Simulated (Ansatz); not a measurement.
**SiNi₂: density, localisation and related maps**

```
Si Ni
1.0
     5.02129    0.00000    0.00000
     0.00000    3.73067    0.00000
     0.00000    0.00000    7.07589
Si Ni
4 8
Cartesian
  1.4411 0.9327 4.3491
  3.5802 2.7980 2.7268
  3.9517 0.9327 6.2648
  1.0696 2.7980 0.8111
  2.3069 0.9327 2.0953
  2.7144 2.7980 4.9806
  4.8175 0.9327 1.4426
  0.2038 2.7980 5.6333
  1.6602 0.9327 6.6489
  3.3610 2.7980 0.4270
  4.1709 0.9327 3.9650
  0.8504 2.7980 3.1109
```

Space group Pnma; a structure from a database of computed crystals, not necessarily the ambient phase; computed without spin polarisation.

Method: Ansatz 0.2.0, DFT PBE, scalar-relativistic, plane waves, PAW.

Core electrons are frozen (PAW), and the valence fields are smoothed inside the atomic spheres.

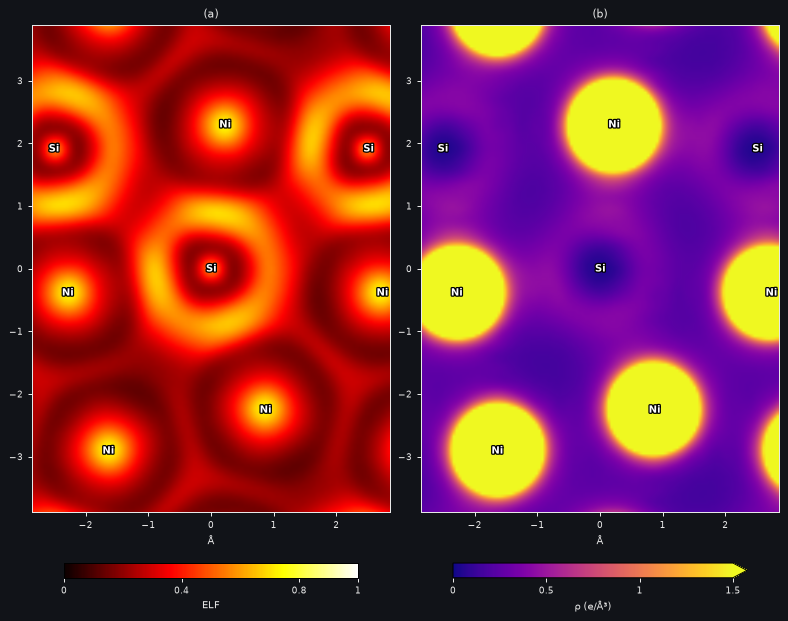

Figure 1. (a) ELF; (b) valence charge density (pseudo) on the (010) plane of the conventional cell.

> What does the map show?

Atoms in the plane: Si and Ni. Si–Ni (2.31 Å): the density is about 0.46 e/Å³ at the midpoint; the ELF peaks at about 0.70 in the valence shell of Si, 0.9 Å from its nucleus, and is about 0.45 at the midpoint. Si–Ni (2.41 Å): the density is about 0.4 e/Å³ at the midpoint; the ELF peaks at about 0.65 in the valence shell of Si, 0.9 Å from its nucleus, and is about 0.45 at the midpoint. Between the atoms the lowest density in this plane is 0.16 e/Å³. The features right at Ni lie inside the PAW spheres, where the map follows smoothed inner orbitals and isn't to be read closely.

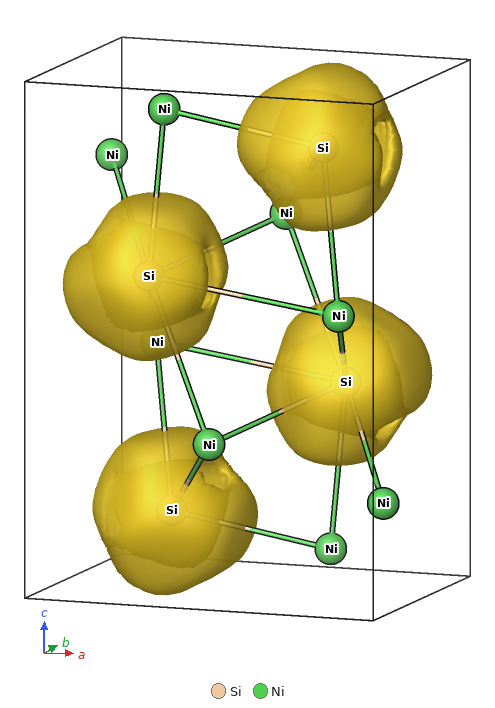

Figure 2. Isosurface of the ELF at 0.55 (yellow), seen slightly off an axis. Core shells and regions of very low density are left out. Sticks mark near contacts.

> Identify the bonds, lone pairs and shells in this picture.

The ELF exceeds this value in four regions wrapped around Si (the valence shell of each), counted in one cell of 12 atoms. Any copies at cell faces, edges or corners count once.

> Metal or insulator at this level of theory?

It is gapless in this calculation (a metal or semimetal).
